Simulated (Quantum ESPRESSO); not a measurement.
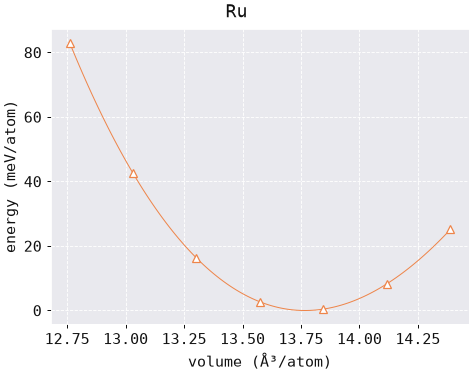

Method: plane-wave DFT, no spin polarisation; energies at scaled volumes of the given cell, shape and fractions fixed, counted from the fit's minimum, third-order Birch-Murnaghan fit (Quantum ESPRESSO 7.5). Level: PBE.

```tsv
setting	value
k mesh	11×11×6
occupations	Fermi–Dirac
smearing width	0.05 eV
potentials	Ansatz NC SR PBE
wave cutoff	1143 eV
density cutoff	4572 eV
```

Cell as given: a = 2.706 Å, b = 2.706 Å, c = 4.282 Å, α = 90.00°, β = 90.00°, γ = 120.00°; 2 atoms.

**Figure.** Energy against volume for Ru, space group P6_3/mmc (No. 194).

A third-order Birch–Murnaghan fit gives V0 = 13.77 Å³/atom, B0 = 312 GPa and B′ = 4.8. The energy is 83.04 meV/atom at volume 12.76 Å³/atom and 25.16 meV/atom at 14.39 Å³/atom; the lowest computed point is at volume 13.85 Å³/atom (0.44 meV/atom).

Keep in mind: shape and atomic fractions are frozen while scaling, which makes layered, chain and framework solids too stiff.
